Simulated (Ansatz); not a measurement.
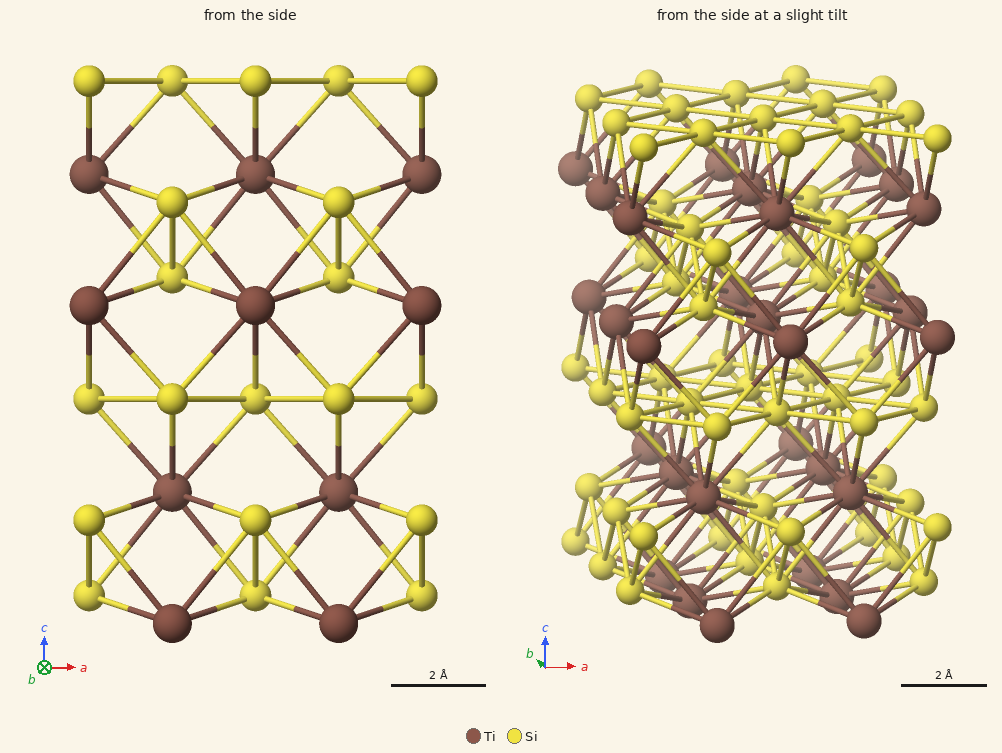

A ball-and-stick picture of a periodic slab, seen from the side and from the side at a slight tilt. The surface normal points up in side views; the vacuum is left out. 2×3 cells are drawn in the plane, with atoms at the edges repeated.

The cell holds 4 Ti, 8 Si.

### Which species face the vacuum on either side?

The top face ends in Si, the bottom face in Ti. The faces differ, so the slab can carry a dipole.

### Give the thickness from the bottom atom to the top atom.

About 12 Å from the lowest to the highest atom.

The initial geometry was a structure listed in the Materials Project. The cell was then strained or its atoms displaced on purpose. It went into a calculation with Ansatz.

At this level of theory the run's own cell isn't at rest (forces up to 1.2 eV/Å), so its distances can differ from those at equilibrium, the more so the softer the solid.
